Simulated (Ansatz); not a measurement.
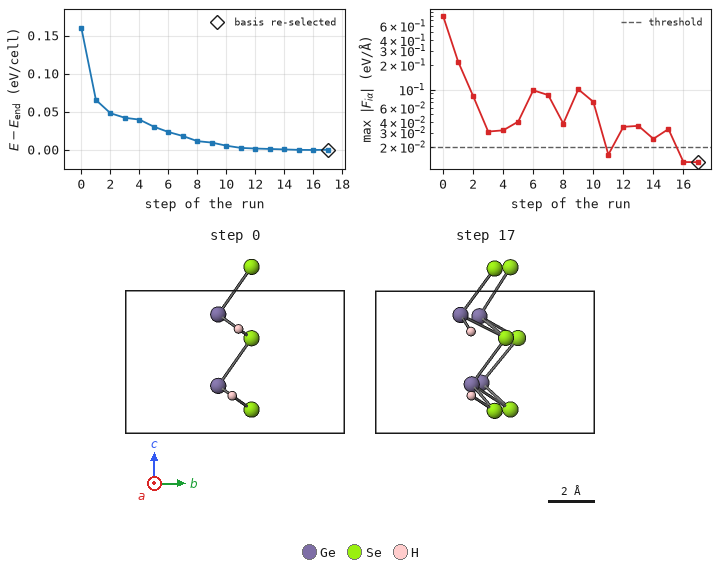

First and last geometry of a relaxation of a wire of composition Ge7H4Se7, with the history of the run. Style: ball-and-stick. Shown: the cell of the calculation, with the vacuum cut short, along the a axis.

Case: armchair ribbon, 7 formula units a period, edges capped with H.

All numbers below come from DFT PBEsol, scalar-relativistic, plane waves, PAW (Ansatz 0.2.0).

Input file:
```yaml
crystal:
  lattice:
    - [21.9, 0.0, 0.0]
    - [0.0, 10.7, 0.0]
    - [0.0, 0.0, 6.2121087908]
  atoms:
    - { symbol: Ge, position: [0.6637699855, 0.4323455402, 0.3333333333] }
    - { symbol: Ge, position: [0.7456549783, 0.4323455402, 0.8333333333] }
    - { symbol: Ge, position: [0.5, 0.4323455402, 0.3333333333] }
    - { symbol: Ge, position: [0.5818849928, 0.4323455402, 0.8333333333] }
    - { symbol: Ge, position: [0.3362300145, 0.4323455402, 0.3333333333] }
    - { symbol: Ge, position: [0.4181150072, 0.4323455402, 0.8333333333] }
    - { symbol: Ge, position: [0.2543450217, 0.4323455402, 0.8333333333] }
    - { symbol: Se, position: [0.7456549783, 0.5676544598, 0.1666666667] }
    - { symbol: Se, position: [0.5818849928, 0.5676544598, 0.1666666667] }
    - { symbol: Se, position: [0.6637699855, 0.5676544598, 0.6666666667] }
    - { symbol: Se, position: [0.4181150072, 0.5676544598, 0.1666666667] }
    - { symbol: Se, position: [0.5, 0.5676544598, 0.6666666667] }
    - { symbol: Se, position: [0.2543450217, 0.5676544598, 0.1666666667] }
    - { symbol: Se, position: [0.3362300145, 0.5676544598, 0.6666666667] }
    - { symbol: H, position: [0.7955641377, 0.5148167504, 0.7317494782] }
    - { symbol: H, position: [0.2044358623, 0.5148167504, 0.7317494782] }
    - { symbol: H, position: [0.7932955396, 0.488931941, 0.2636330739] }
    - { symbol: H, position: [0.2067044604, 0.488931941, 0.2636330739] }
basis:
  ecutwfc: 420
kpoints:
  mp_grid: { grid: [1, 1, 6] }
hamiltonian:
  xc: pbesol
scf:
  occupations: { method: gaussian, width: 0.05 }
output:
  forces: true
  stress: true
  eigenvalues: true
  populations: true
  write_density: true
  write_potential: true
  elf: true
  volumetric_format: npy
relax:
  adjacent_minimum: "off"
  f_tol: 0.02
  max_steps: 45
  cell: { fix: [a, b, alpha, beta, gamma], stress_tol: 0.03 }
```

Launched with:
```bash
ansatz run input.yaml --threads 4 --pin off --max-ram 9216MiB --backend cpu --events-out ev --progress --plain --runs-dir out
```

Q: Did the run converge, and what did it change?

A: It converged. After 16 accepted moves (17 points after the start) the energy has fallen by 0.160 eV per cell of the calculation. Largest force component: 0.79 eV/Å at the start, 0.013 eV/Å at the end. The SCF was repeated once at an unchanged geometry on a basis and grid sized afresh for the cell, which shifted the energy by 0.3 meV per cell of the calculation at most. The largest moves relative to the layer's centre, 0.80 Å, are those of H15 and H16. By element the largest moves are H 0.80 Å, Se 0.72 Å, Ge 0.60 Å. Along the periodic axis the drawn cell goes c 6.212 → 6.190 Å (−0.4 %). Near-neighbour distances that change, for instance: Ge2–H15 1.540 → 1.605 Å, Ge2–Se8 2.527 → 2.569 Å, Ge1–Se8 2.527 → 2.558 Å, Ge4–Se10 2.527 → 2.509 Å. Bond angles that change, for instance: Ge4–Se12–Ge6 90.4° → 81.0°, Ge6–Se14–Ge7 90.4° → 83.1°, Ge5–Se14–Ge7 90.4° → 84.7°. Cost: 8.2 min on 4 threads of Intel(R) Xeon(R) Platinum 8488C (Sapphire Rapids) (shared host), peak memory 3 GiB.
